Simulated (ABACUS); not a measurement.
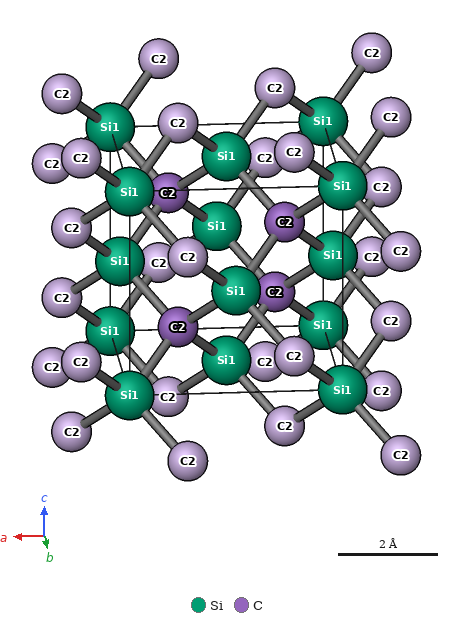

The structure (ball-and-stick view of the cell 4 times as large as that of the calculation, set on its symmetry axes, seen at an oblique angle; neighbours outside the cell are drawn fainter; atoms are numbered from 1 in the order of the input). Near neighbours in the crystal (not all of them lie inside the picture): Si has 4 C at 1.89 Å; C has 4 Si at 1.89 Å.

## Band-structure run of SiC (part 1 of 2)

SiC (2 atoms in the cell), computed with Kohn-Sham DFT of a periodic cell, PW91, PseudoDojo NC SR 0.5 PBE stringent, no spin polarisation (ABACUS 3.10.1).

The structure derives from an entry of the Crystallography Open Database.

What the program printed
```
ABACUS v3.10.1

               Atomic-orbital Based Ab-initio Computation at UStc

 ------------------------------------------------------------------------------------

 READING GENERAL INFORMATION
                           global_out_dir = OUT.SiC/
                           global_in_card = INPUT
                               pseudo_dir = ./
                              orbital_dir =
                                    DSIZE = 4
                                    GSIZE = 1

 READING UNITCELL INFORMATION
                                    ntype = 2
                  lattice constant (Bohr) = 1.88973
              lattice constant (Angstrom) = 1

 READING ATOM TYPE 1
                               atom label = Si
                      L=0, number of zeta = 1
                      L=1, number of zeta = 1
                      L=2, number of zeta = 1
             number of atom for this type = 1

 READING ATOM TYPE 2
                               atom label = C
                      L=0, number of zeta = 1
                      L=1, number of zeta = 1
                      L=2, number of zeta = 1
             number of atom for this type = 1

                        TOTAL ATOM NUMBER = 2
CARTESIAN COORDINATES ( UNIT =       1.889726124600 Bohr ).
    atom                   x                   y                   z     mag                  vx                  vy                  vz
tauc_Si1            0.0000000000        0.0000000000        0.0000000000  0.0000        0.0000000000        0.0000000000        0.0000000000
tauc_C1            3.2685000000        3.2685000000        3.2685000000  0.0000        0.0000000000        0.0000000000        0.0000000000

                          Volume (Bohr^3) = 139.636
                             Volume (A^3) = 20.6919

 Lattice vectors: (Cartesian coordinate: in unit of a_0)
                   +0              +2.179              +2.179
               +2.179                  +0              +2.179
               +2.179              +2.179                  +0
 Reciprocal vectors: (Cartesian coordinate: in unit of 2 pi/a_0)
            -0.229463           +0.229463           +0.229463
            +0.229463           -0.229463           +0.229463
            +0.229463           +0.229463           -0.229463
 The esolver type has been set to : ksdft_pw

                PAO radial cut off (Bohr) = 7

 Read in pseudopotential file is Si.upf
                     pseudopotential type = NC
          exchange-correlation functional = PBE
                 nonlocal core correction = 1
                        valence electrons = 4
                                     lmax = 2
                           number of zeta = 2
                     number of projectors = 6
                           L of projector = 0
                           L of projector = 0
                           L of projector = 1
                           L of projector = 1
                           L of projector = 2
                           L of projector = 2
 XC functional updated to : GGA_X_PW91+GGA_C_PW91
          exchange-correlation functional = GGA_X_PW91+GGA_C_PW91
                PAO radial cut off (Bohr) = 7

 Read in pseudopotential file is C.upf
                     pseudopotential type = NC
          exchange-correlation functional = PBE
                 nonlocal core correction = 1
                        valence electrons = 4
                                     lmax = 1
                           number of zeta = 2
                     number of projectors = 4
                           L of projector = 0
                           L of projector = 0
                           L of projector = 1
                           L of projector = 1
 XC functional updated to : GGA_X_PW91+GGA_C_PW91
          exchange-correlation functional = GGA_X_PW91+GGA_C_PW91
     initial pseudo atomic orbital number = 8

 SETUP THE ELECTRONS NUMBER
            electron number of element Si = 4
      total electron number of element Si = 4
             electron number of element C = 4
       total electron number of element C = 4
            AUTOSET number of electrons:  = 8
                           occupied bands = 4
                                   NBANDS = 14
                                   NLOCAL = 18

 SETUP THE PLANE WAVE BASIS
 energy cutoff for charge/potential (unit:Ry) = 328
            fft grid for charge/potential = [ 36, 36, 36 ]
                        fft grid division = [ 1, 1, 1 ]
        big fft grid for charge/potential = [ 36, 36, 36 ]
                                     nbxx = 11664
                                     nrxx = 11664

 SETUP PLANE WAVES FOR CHARGE/POTENTIAL
                    number of plane waves = 14067
                         number of sticks = 769

 PARALLEL PW FOR CHARGE/POTENTIAL
     PROC   COLUMNS(POT)             PW
        1            192           3517
        2            191           3517
        3            193           3516
        4            193           3517
 --------------- sum -------------------
        4            769          14067
                            number of |g| = 188
                                  max |g| = 29.6438
                                  min |g| = 0

----------- Double Check Mixing Parameters Begin ------------
mixing_type: broyden
mixing_beta: 0.7
mixing_gg0: 1
mixing_gg0_min: 0.1
mixing_ndim: 8
----------- Double Check Mixing Parameters End ------------

 LATTICE VECTORS: (CARTESIAN COORDINATE: IN UNIT OF A0)
                   +0              +2.179              +2.179
               +2.179                  +0              +2.179
               +2.179              +2.179                  +0
                       right hand lattice = 1
                                   NORM_A = 3.08157
                                   NORM_B = 3.08157
                                   NORM_C = 3.08157
                           ALPHA (DEGREE) = 60
                           BETA  (DEGREE) = 60
                           GAMMA (DEGREE) = 60

 The lattice vectors have been changed (STRU_SIMPLE.cif)

(for optimal symmetric configuration:)
                             BRAVAIS TYPE = 3
                     BRAVAIS LATTICE NAME = 03. Cubic F (face-centered)
                                    ibrav = 3
                                    IBRAV = 3
                                  BRAVAIS = FACE CENTERED CUBIC
                       LATTICE CONSTANT A = 4.358
Original cell was already a primitive cell.
                        ROTATION MATRICES = 48
              PURE POINT GROUP OPERATIONS = 24
                   SPACE GROUP OPERATIONS = 24
                                       C2 = 3
                                       C3 = 8
                                       C4 = 0
                                       C6 = 0
                                       S1 = 6
                                       S3 = 0
                                       S4 = 6
                                       S6 = 0
                              POINT GROUP = T_d
                                       C2 = 3
                                       C3 = 8
                                       C4 = 0
                                       C6 = 0
                                       S1 = 6
                                       S3 = 0
                                       S4 = 6
                                       S6 = 0
               POINT GROUP IN SPACE GROUP = T_d

 SETUP K-POINTS
                                    nspin = 1
                   Input type of k points = Monkhorst-Pack(Gamma)
                                   nkstot = 512
                       right hand lattice = 1
(for reciprocal lattice: )
                             BRAVAIS TYPE = 2
                     BRAVAIS LATTICE NAME = 02. Cubic I (body-centered)
                                    ibrav = 2
                       right hand lattice = 1
(for k-lattice: )
                             BRAVAIS TYPE = 2
                     BRAVAIS LATTICE NAME = 02. Cubic I (body-centered)
                                    ibrav = 2
                       right hand lattice = 1
                        ROTATION MATRICES = 48
                               nkstot_ibz = 29
K-POINTS REDUCTION ACCORDING TO SYMMETRY
     IBZ    DIRECT_X    DIRECT_Y    DIRECT_Z  WEIGHT  ibz2bz
       1  0.00000000  0.00000000  0.00000000  0.0020       0
       2  0.12500000  0.12500000  0.12500000  0.0156       1
       3  0.25000000  0.25000000  0.25000000  0.0156       2
       4  0.37500000  0.37500000  0.37500000  0.0156       3
       5  0.50000000  0.50000000  0.50000000  0.0078       4
       6  0.12500000  0.12500000  0.00000000  0.0117       9
       7  0.25000000  0.25000000  0.12500000  0.0469      10
       8  0.37500000  0.37500000  0.25000000  0.0469      11
       9  0.50000000  0.50000000  0.37500000  0.0469      12
      10  0.50000000  0.37500000  0.37500000  0.0469      13
      11  0.37500000  0.25000000  0.25000000  0.0469      14
      12  0.12500000  0.12500000  0.25000000  0.0234      15
      13  0.25000000  0.25000000  0.00000000  0.0117      18
      14  0.37500000  0.37500000  0.12500000  0.0469      19
      15  0.50000000  0.50000000  0.25000000  0.0469      20
      16 -0.37500000  0.37500000  0.37500000  0.0469      21
      17  0.50000000  0.25000000  0.25000000  0.0234      22
      18  0.37500000  0.37500000  0.00000000  0.0117      27
      19  0.50000000  0.50000000  0.12500000  0.0469      28
      20 -0.25000000  0.37500000  0.37500000  0.0234      29
      21  0.50000000  0.50000000  0.00000000  0.0059      36
      22  0.37500000  0.25000000  0.12500000  0.0469      83
      23  0.50000000  0.37500000  0.25000000  0.0938      84
      24  0.50000000  0.37500000 -0.37500000  0.0469      85
      25  0.50000000  0.37500000  0.12500000  0.0469      92
      26  0.50000000  0.37500000 -0.25000000  0.0938      93
      27 -0.37500000  0.37500000  0.25000000  0.0469      94
      28 -0.12500000  0.50000000  0.37500000  0.0234     101
      29  0.50000000  0.25000000 -0.25000000  0.0117     166

                               nkstot now = 29
[... K-POINTS DIRECT COORDINATES: 29 rows ...]

           k-point number in this process = 29
       minimum distributed K point number = 29
[... stars of the k points ...]

[... K-POINTS CARTESIAN COORDINATES: 29 rows ...]

[... K-POINTS DIRECT COORDINATES: 29 rows ...]

 SETUP PLANE WAVES FOR WAVE FUNCTIONS
     energy cutoff for wavefunc (unit:Ry) = 82
              fft grid for wave functions = [ 36, 36, 36 ]
                    number of plane waves = 2421
                         number of sticks = 241

 PARALLEL PW FOR WAVE FUNCTIONS
     PROC   COLUMNS(POT)             PW
        1             60            605
        2             60            605
        3             60            605
        4             61            606
 --------------- sum -------------------
        4            241           2421

 SETUP NONLOCAL PSEUDOPOTENTIALS IN PLANE WAVE BASIS
 Si non-local projectors:
 projector 1 L=0
 projector 2 L=0
 projector 3 L=1
 projector 4 L=1
 projector 5 L=2
 projector 6 L=2
 C non-local projectors:
 projector 1 L=0
 projector 2 L=0
 projector 3 L=1
 projector 4 L=1
      TOTAL NUMBER OF NONLOCAL PROJECTORS = 26

 Init Non-Local PseudoPotential table :
 Init Non-Local-Pseudopotential done.

                                     npwx = 447

 Make real space PAO into reciprocal space.
       max mesh points in Pseudopotential = 701
     dq(describe PAO in reciprocal space) = 0.01
                                    max q = 1091

 number of pseudo atomic orbitals for Si is 2
WARNING: norm of atomic wavefunction # 1 of atomic type Si is 0.999875, renormalized
WARNING: norm of atomic wavefunction # 2 of atomic type Si is 0.996128, renormalized

 number of pseudo atomic orbitals for C is 2
WARNING: norm of atomic wavefunction # 1 of atomic type C is 0.999989, renormalized
WARNING: norm of atomic wavefunction # 2 of atomic type C is 0.999518, renormalized

 -------------------------------------------
 SELF-CONSISTENT
 -------------------------------------------
                                 init_chg = atomic

 PW ALGORITHM --------------- ION=   1  ELEC=   1--------------------------------

 Density error is 0.450331577409
                          Error Threshold = 0.01
----------------------------------------------------------
     Energy           Rydberg                 eV
----------------------------------------------------------
 E_KohnSham     -20.4345422514       -278.0262106412
 E_Harris       -19.3562864206       -263.3557874395
 E_Fermi        0.7107620883         9.6704143239
----------------------------------------------------------
```
